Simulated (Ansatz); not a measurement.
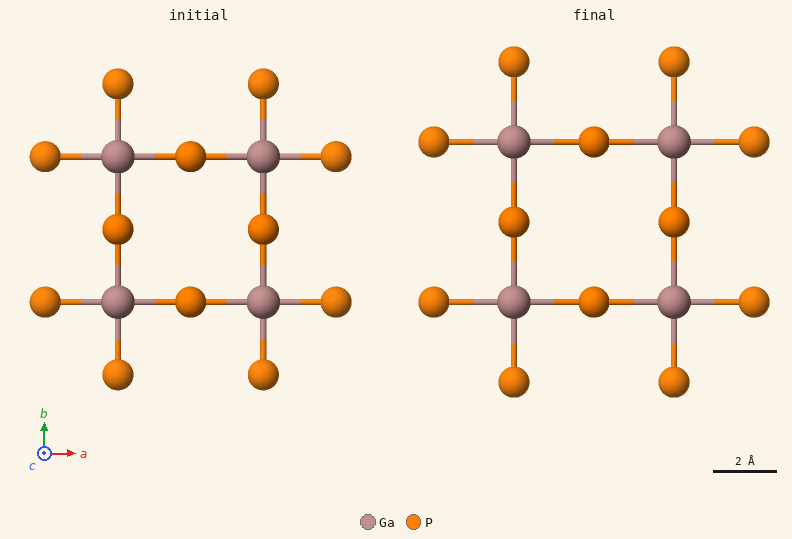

The structure of a crystal of GaP$_{2}$ (a generated structure, set up in P4/mmm) (coarse preliminary run) before (left) and after (right) a relaxation, at one scale.

The picture is a ball-and-stick view of the cell of the calculation, seen along the c axis.

Method: DFT PBE, scalar-relativistic, plane waves, PAW (Ansatz).

Input file:
```yaml
crystal:
  lattice:
    - [4.65791529, 0.0, 0.0]
    - [0.0, 4.65791529, 0.0]
    - [0.0, 0.0, 2.1759898]
  atoms:
    - { symbol: Ga, position: [0.0, 0.0, 0.0] }
    - { symbol: P, position: [0.0, 0.5, 0.0] }
    - { symbol: P, position: [0.5, 0.0, 0.0] }
basis:
  ecutwfc: 420
kpoints:
  mp_grid: { grid: [4, 4, 8] }
hamiltonian:
  xc: pbe
scf:
  occupations: { method: gaussian, width: 0.1 }
  lower_state_search: "off"
output:
  forces: true
  stress: true
  eigenvalues: true
relax:
  adjacent_minimum: "off"
  f_tol: 0.04
  max_steps: 70
  cell: { stress_tol: 0.4 }
```

Run as
```bash
ansatz run input.yaml --threads 1 --pin off --max-ram 2560MiB --backend cpu --events-out ev --progress --plain --runs-dir out
```

Q: What changed between the two?

A: No atom moves by more than 0.005 Å relative to the cell. Cell: a = b 4.658 → 5.129 Å (+10.1 %), c 2.176 → 2.343 Å (+7.7 %). Volume +30.6 %. Among the contacts that change: Ga1–P2 2.329 → 2.565 Å, P2–P2 2.176 → 2.343 Å, Ga1–Ga1 2.176 → 2.343 Å. The space group stays P4/mmm (No. 123). After 3 accepted moves (4 points after the start) the energy has fallen by 376 meV per atom. All forces vanish by symmetry, so only the cell relaxes. The pressure goes from 32.22 to 0.20 GPa. The SCF was repeated once at an unchanged geometry on a basis and grid sized afresh for the cell, which shifted the energy by 5.9 meV per atom at most. Cost: 10 s on 1 thread of Arm Neoverse V1, with other jobs on the host, peak memory 0.34 GiB.
